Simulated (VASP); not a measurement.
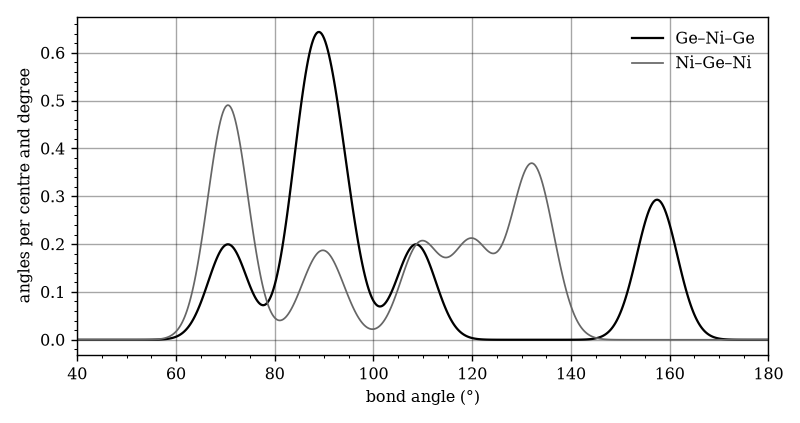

Bond-angle distributions computed from the structure of NiGe; each angle is a Gaussian of σ = 4.0°. Bonds counted: Ge–Ni up to 2.98 Å. Structure used: an entry of the Crystallography Open Database, as set up for an electronic-structure calculation.

Give the groups of angles for each curve.

Answer. Ge–Ni–Ge: 71° (2 per centre); 86–93° (8 per centre); 109° (2 per centre); 156–158° (3 per centre)
Ni–Ge–Ni: 70–71° (5 per centre); 88–91° (2 per centre); 109–134° (8 per centre)

What coordination geometry do the angles point to, counting the bonds named above alone?

Answer. Ge has 6 Ni neighbours in a trigonal prismatic arrangement (distorted).

The structure has space group Pnma (No. 62); other forms of this composition would give other results.
